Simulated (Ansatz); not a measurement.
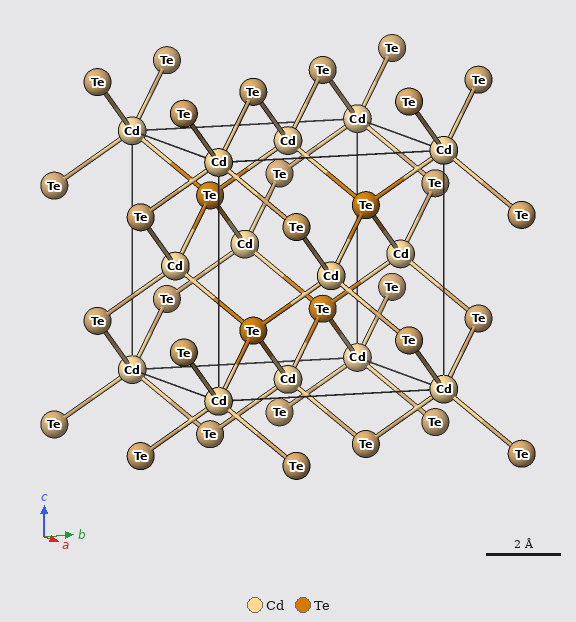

**Figure 1.** The structure (ball-and-stick view of the cell 4 times as large as that of the calculation, set on its symmetry axes, seen slightly off an axis; neighbours outside the cell are drawn fainter).

CdTe: single-point calculation (part 1 of 2)

- system: CdTe (F-43m, 2 atoms in the cell)
- method: DFT, HSE06, plane waves, PAW, no spin polarisation (Ansatz 0.2.0)

The structure was built on a prototype by a generator. The geometry comes from this level: r2SCAN.

### Input
```yaml
crystal:
  lattice:
    - [0.0, 3.2799551172, 3.2799551172]
    - [3.2799551172, 0.0, 3.2799551172]
    - [3.2799551172, 3.2799551172, 0.0]
  atoms:
    - { symbol: Cd, position: [0.0, 0.0, 0.0] }
    - { symbol: Te, position: [0.25, 0.25, 0.25] }
kpoints:
  mp_grid: { grid: [4, 4, 4] }
  band_path:
    path:
      - [0.0, 0.0, 0.0]
      - [-0.5, -0.5, 0.0]
      - [-0.375, -0.375, 0.25]
      - [-0.375, 0.0, 0.375]
      - [0.0, 0.0, 0.5]
      - [-0.5, -0.25, 0.25]
    npoints: 1
hamiltonian:
  xc: hse06
scf:
  occupations: { method: fixed }
  n_extra_bands: 4
output:
  forces: true
  stress: true
  eigenvalues: true
  write_density: true
  write_potential: true
  elf: true
  volumetric_format: npy
```

Hardware: 4 threads of Arm Neoverse V1, 24 GiB of memory available, shared host.

Launch command:
```bash
ansatz run input.yaml --threads 4 --pin off --max-ram 3686MiB --backend cpu --events-out ev --progress --plain --runs-dir out
```

### What the program printed
```
Warning: output.stress: scf.convergence.dr2_threshold = 1e-7 eV (the SCF's general default) is looser than the 2e-10 eV advised for a printed stress (1e-10 eV for each atom of the cell: 2). What an SCF threshold leaves in a stress goes as its square root, and in the free energy as the threshold itself, and one threshold admits the most on a small cell: of the crystals measured, under no hybrid functional and no lock of the moments, on runs that ended without the residual-converged pass, on stresses that held no estimate of that error, the worst erred by over 100 MPa in a component at 1e-7 eV an atom and by under 5 at 1e-10. Set scf.convergence.dr2_threshold to 2e-10 eV or tighter. The threshold is an SCF's pass mark: one that does not reach it within its budget of iterations ends unconverged, or closes short of it on a stop that the run arms, and scf.convergence.dr2_threshold's page says what that costs each kind of run
Warning: output.stress: scf.exx.energy_threshold = 1e-6 eV is looser than the 2e-8 eV advised for a stress under a hybrid functional (1e-8 eV for each atom of the cell: 2). Every SCF of the exchange loop can meet its threshold on dr2 while the loop round them stops early: no threshold on dr2 bounds what that leaves in the stress. Set scf.exx.energy_threshold to 2e-8 eV or tighter. The threshold is the loop's pass mark: a loop that does not reach it within its budget of cycles ends unconverged, and scf.exx.energy_threshold's page has the law
scf.n_extra_bands = 4 over 18 filled bands (N_el = 36.0): the run solves 22 bands
Engine: ansatz 0.2.0, aarch64-unknown-linux-gnu
Pseudopotentials: kind: paw
Pseudopotential: Cd, paw, valence charge 20, recommended cutoff 420 eV (normal), Cd.paw.azcp
Pseudopotential: Te, paw, valence charge 16, recommended cutoff 420 eV (normal), Te.paw.azcp
Functional definition: HSE06
  parameter a = 0.25
  parameter omega = 0.11/bohr
  exchange = pbe_x - a*pbe_x_sr(omega) + a*exact_x_sr(omega)
  correlation = pbe_c
davidson cushion auto → on  (no smearing: the cushion is to keep the highest requested band from converging to the state above it; pin scf.eigensolver.cushion to override)
Crystal: 2 atoms, lattice volume = 70.572 Å³
Basis set: ecut = 420 eV, 1411 PW (Γ), exchange–correlation on 64×64×64 points (8 copies of the dense FFT grid, shifted against one another)
Bands: 22, of which v1, the nominal top of the filled ones, is band 18 counted from 1 (17 counted from 0)
Symmetry: 24 space group operations
Space group: F-43m (ITA 216), of the structure as read, at distance tolerance 4.1e-5 Å
k-points: 8 of 64 (time reversal used)
Non-local potential: Cd, projectors of the file, l = 0: 3, l = 1: 2, l = 2: 2, l = 3: 1
Non-local potential: Te, projectors of the file, l = 0: 2, l = 1: 2, l = 2: 2, l = 3: 2
PAW form: soft (Blöchl's): semilocal exchange-correlation on the pseudo side does not see the compensation charge
PAW frozen core: Cd, regenerated for the run's functional, and the local potential with it (the file was generated under x = pbe(κ = 0.804, μ = 0.2195149727645171), c = pbe(β = 0.06672455060314922))
PAW frozen core: Te, regenerated for the run's functional, and the local potential with it (the file was generated under x = pbe(κ = 0.804, μ = 0.2195149727645171), c = pbe(β = 0.06672455060314922))
PAW one-centre angular grid: Cd, 590 points (default); XC on 64 Gauss nodes
PAW one-centre angular grid: Te, 590 points (default); XC on 64 Gauss nodes
Initial density: superposition of atomic densities (neutral atoms: chi_scale 0, normalization atom), corrected by the library's trained network
Initial wavefunctions: pseudopotential atomic-orbital guess
Functional: x = pbe(κ = 0.804, μ = 0.2195149727645171), c = pbe(β = 0.06672455060314922), warm-up for x = pbe(κ = 0.804, μ = 0.2195149727645171) + 0.25 (exact − pbe) at short range (hse, ω = 0.20786987370883472 Å⁻¹), c = pbe(β = 0.06672455060314922); HSE06 as pw.x's `hse` composes it (authors' and Libxc's form: `xc: wpbeh`)
SCF iter   1: F=—  HF=-15235.274037 eV  |F-HF|=—  |Δ(HF+E_count)|=         —  Δρ=9.34e-4  dr2=9.13e-4  ethr=1.77e-3  ⟨swp⟩=8.2  Hψ=787  notcnv=0
preconditioner: auto → none  [insulator: Δε(μ)=0.640 eV  Ē_g=11.215 eV  n_scr=14 (ndim 8)  ℏωp=18.8 eV  f_vac=0.199]
iter 2 solved again at ethr=3.57e-8 eV; its pass at ethr=2.54e-6 eV (dr2=1.29e-5 eV) is discarded
SCF iter   2: F=-15235.274439 eV  HF=-15235.274356 eV  |F-HF|=8.27e-5  |Δ(HF+E_count)|=   3.19e-4  Δρ=1.69e-4  dr2=1.30e-5  ethr=3.57e-8  ⟨swp⟩=3.0  Hψ=1058  notcnv=0
SCF 1 stopped early in 2 iterations: F = -15235.274439 eV  dr2 = 1.30e-5
  greatest PAW one-centre occupation: 1.000 electrons in one spin orbital (limit 2), on the Cd atom at site 0 (counted from 0), in its partial waves of l = 0
Initial density: handed on by an earlier stage of this run
Initial wavefunctions: those handed on with the density
Functional: x = pbe(κ = 0.804, μ = 0.2195149727645171) + 0.25 (exact − pbe) at short range (hse, ω = 0.20786987370883472 Å⁻¹), c = pbe(β = 0.06672455060314922); HSE06 as pw.x's `hse` composes it (authors' and Libxc's form: `xc: wpbeh`)
Exchange kernel: α = 0.2500, screened, ω = 0.2079 Å⁻¹, Wigner–Seitz truncation, v(0) = 1040.8753 eV·Å³, q-mesh 4×4×4, nearest image of the exchange supercell L = 18.55 Å, pair-density grid 18×18×18, without the augmentation charges, whose exchange is taken in its separable form by FFT convolution over the k-point mesh (sized by the pseudopotential files, 27×27×27 at the most), smooth part of the exact exchange by density-matrix convolution
Frozen-core exchange: fock
SCF iter   1: F=—  HF=-15243.589754 eV  |F-HF|=—  |Δ(HF+E_count)|=         —  Δρ=5.59e-3  dr2=1.66e-2  ethr=3.60e-7  ⟨swp⟩=7.5  Hψ=900  notcnv=0
preconditioner: auto → none  [insulator: Δε(μ)=1.469 eV  Ē_g=13.042 eV  n_scr=14 (ndim 8)  ℏωp=18.8 eV  f_vac=0.200]
SCF iter   2: F=—  HF=-15243.585615 eV  |F-HF|=—  |Δ(HF+E_count)|=   4.14e-3  Δρ=1.98e-3  dr2=1.92e-3  ethr=3.60e-7  ⟨swp⟩=4.0  Hψ=691  notcnv=0
SCF iter   3: F=—  HF=-15243.593092 eV  |F-HF|=—  |Δ(HF+E_count)|=   7.48e-3  Δρ=1.40e-3  dr2=8.56e-4  ethr=3.60e-7  ⟨swp⟩=4.1  Hψ=654  notcnv=0
SCF iter   4: F=—  HF=-15243.592959 eV  |F-HF|=—  |Δ(HF+E_count)|=   1.33e-4  Δρ=3.78e-4  dr2=6.63e-5  ethr=3.60e-7  ⟨swp⟩=3.4  Hψ=518  notcnv=0
SCF iter   5: F=—  HF=-15243.593091 eV  |F-HF|=—  |Δ(HF+E_count)|=   1.32e-4  Δρ=1.28e-4  dr2=1.06e-5  ethr=1.43e-7  ⟨swp⟩=3.4  Hψ=475  notcnv=0
SCF iter   6: F=-15243.593088 eV  HF=-15243.593088 eV  |F-HF|=4.39e-8  |Δ(HF+E_count)|=   2.64e-6  Δρ=1.79e-5  dr2=1.26e-6  ethr=2.64e-8  ⟨swp⟩=3.0  Hψ=480  notcnv=0
SCF 2 stopped early in 6 iterations: F = -15243.593088 eV  dr2 = 1.26e-6
  greatest PAW one-centre occupation: 1.000 electrons in one spin orbital (limit 2), on the Cd atom at site 0 (counted from 0), in its partial waves of l = 1
hybrid outer 1: dexx = +8.838e-3 eV, tail = 7.13e-5 eV
Exchange kernel: α = 0.2500, screened, ω = 0.2079 Å⁻¹, Wigner–Seitz truncation, v(0) = 1040.8753 eV·Å³, q-mesh 4×4×4, nearest image of the exchange supercell L = 18.55 Å, pair-density grid 18×18×18, without the augmentation charges, whose exchange is taken in its separable form by FFT convolution over the k-point mesh (sized by the pseudopotential files, 27×27×27 at the most), smooth part of the exact exchange by density-matrix convolution
Frozen-core exchange: fock
SCF iter   1: F=—  HF=-15243.593227 eV  |F-HF|=—  |Δ(HF+E_count)|=         —  Δρ=4.53e-5  dr2=1.02e-6  ethr=9.90e-7  ⟨swp⟩=2.6  Hψ=399  notcnv=0
preconditioner: auto → none  [insulator: Δε(μ)=1.527 eV  Ē_g=12.991 eV  n_scr=14 (ndim 8)  ℏωp=18.8 eV  f_vac=0.200]
SCF iter   2: F=—  HF=-15243.593227 eV  |F-HF|=—  |Δ(HF+E_count)|=   5.09e-8  Δρ=1.79e-5  dr2=1.85e-7  ethr=2.71e-9  ⟨swp⟩=4.0  Hψ=591  notcnv=0
SCF iter   3: F=—  HF=-15243.593227 eV  |F-HF|=—  |Δ(HF+E_count)|=   4.30e-8  Δρ=4.62e-6  dr2=2.99e-8  ethr=3.97e-10  ⟨swp⟩=3.1  Hψ=479  notcnv=0
SCF iter   4: F=-15243.593227 eV  HF=-15243.593227 eV  |F-HF|=9.58e-9  |Δ(HF+E_count)|=   1.83e-7  Δρ=2.87e-6  dr2=1.16e-8  ethr=1.27e-11  ⟨swp⟩=4.6  Hψ=663  notcnv=0
SCF 3 converged in 4 iterations: F = -15243.593227 eV  dr2 = 1.16e-8
  Residual-converged pass: ⟨swp⟩=2.0  Hψ=284  notcnv=0  max |occ|·‖R‖ = 2.3e-6 eV (tolerance 2.4e-6 eV)  dr2=1.16e-8  dr2_onsite=8.75e-10  max |Δocc| = 0.0e0
```

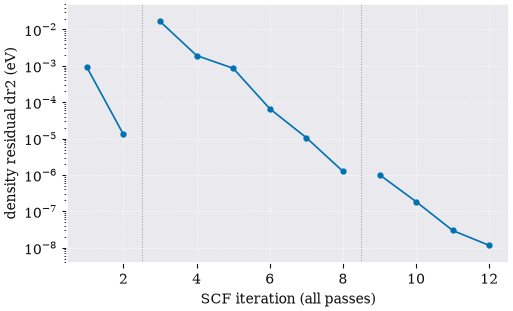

**Figure 2.** Convergence of the self-consistent field: density residual dr2 against the SCF iteration. The run starts with a semilocal functional; after that each stretch between dotted lines is one SCF of the hybrid functional between two exact rebuilds of the exchange operator by the outer loop. Early passes are stopped at a loose threshold. The passes take 2, 6 and 4 iterations.

```
hybrid outer 2: dexx = +3.650e-7 eV, tail = 4.85e-8 eV, Δε = 2.19e-3 eV (about 9.96e-5 eV left of the loop's levels)
NSCF: frozen V_eff on 6 k-points
hybrid SCF converged: 2 outer / 10 inner (+2 warm-up), last move |dexx| = 3.65e-7 eV, tail = 4.85e-8 eV
Stability not checked: this state was not tested for a lower state beside it, because the functional holds exact exchange (a hybrid, or Hartree-Fock), whose exchange loop this test does not read (fock_operator; see scf.lower_state_search)
Free energy (F): -15243.593227 eV
Frozen-core exchange: fock
Harris-Foulkes:  -15243.593227 eV  (|F-HF|=9.58e-9)
Internal energy: -15243.593227 eV  (E = F + TS)
E sigma→0 (E₀):  -15243.593227 eV
Fermi energy:    6.484929 eV
--- Per-component energies (eV) ---
  E_band       = -893.930392
  E_kinetic    = 685.815292
  E_local      = -5501.532514  (includes V_loc(G=0)·N_el)
  E_nonlocal   = -277.130943
  E_hartree    = 2770.890678
  E_xc         = -240.875831
  E_vxc        = -258.824860  (∫ρ·V_xc dr)
  E_exx        = -133.461415  (= α·E_x^exact, valence–valence)
  E_paw        = -8682.146059  (= ΣΔE_a)
  E_vpaw       = -817.112973  (= ΣTr[D̂ρ^β])
  E_aug_tail   = -0.000168  (compensation charges beyond the density's cutoff)
  E_ewald      = -3864.369553
  E_core_change = -0.782715  (= ΣΔE_core)
  E_smearing   = -0.000000  (= −TS)
  E_closure    = 0.000000  (closes the sum)
  Σ components = -15243.593227   (vs F -15243.593227, Δ=1.82e-12)
--- Forces (eV/Å), atoms counted from 1 ---
  atom   1  Cd     0.00000000    -0.00000000     0.00000000
  atom   2  Te    -0.00000000     0.00000000     0.00000000
  max |Σ_I F_I| component: 1.57e-16 eV/Å
--- Stress (GPa, compression-positive) ---
        0.240289       0.000000      -0.000000
       -0.000000       0.240289       0.000000
       -0.000000       0.000000       0.240289
  P = ⅓ Tr σ = 0.2403 GPa (2.403 kbar)
--- Band table (eV; the first three rows and the last of 8) ---
  k-point 0: bands = ["-100.7949", "-60.5146", "-60.5146", "-60.5146", "-31.6728", "-31.6728", "-31.6728", "-31.6638", "-31.6638", "-5.4551", "-3.0531", "-3.0531", "-3.0531", "-2.8155", "-2.8155", "6.4849", "6.4849", "6.4849", "8.0118", "11.9692", "11.9692", "11.9692"]
```
